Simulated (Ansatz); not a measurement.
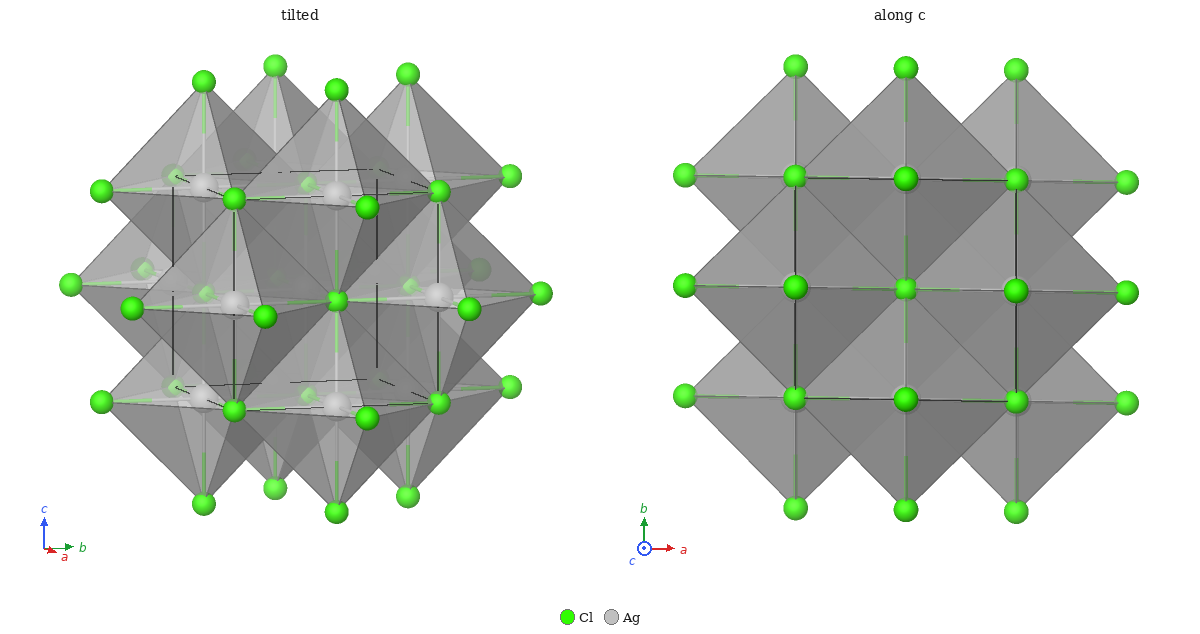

The crystal in a polyhedral representation, seen slightly off an axis and along the c axis. The edges of the drawn cell (a repeat of the simulation cell) are marked. Some atoms of the next cells are drawn as well.

AgCl, a = 5.592 Å, b = 5.592 Å, c = 5.544 Å, α = 89.99°, β = 89.99°, γ = 90.93°. Strictly the space group is Immm (No. 71, within 0.01 Å). It is a distorted form of a face-centred cubic structure, space group Fm-3m (No. 225) within 0.25 Å: rock salt (NaCl type). The model was built from a structure listed in the Materials Project. The cell was then strained or its atoms displaced on purpose. It was run through Ansatz as a DFT input.

This one geometry was computed with Ansatz (DFT, plane waves, PAW) at three levels of theory: HSE06, r2SCAN and PBE. It was relaxed with r2SCAN and then strained.

Q: Which level gives the highest pressure at this volume, and what does that say about its equilibrium volume?

A: Highest: HSE06 (0.7 GPa) and PBE (0.9 GPa), which points to the largest equilibrium volume. Lowest, with the smallest volume: r2SCAN (-0.8 GPa). Levels within 0.5 GPa of each other can't be told apart.

Q: How does the band gap change with the level of theory?

A: PBE: a gap of 0.89 eV, indirect; r2SCAN: a gap of 1.45 eV, indirect; HSE06: a gap of 2.39 eV, indirect.

Q: Collect the results in a table.

A:
| level | cutoff (eV) | k-mesh of the run's cell | gap (eV) | pressure (GPa) |
| --- | --- | --- | --- | --- |
| HSE06 | 420 | 4×4×4 | 2.39 | 0.7 |
| r2SCAN | 500 | 6×6×6 | 1.45 | -0.8 |
| PBE | 420 | 6×6×6 | 0.89 | 0.9 |

Gaps are taken on the k-mesh or band path of each run.
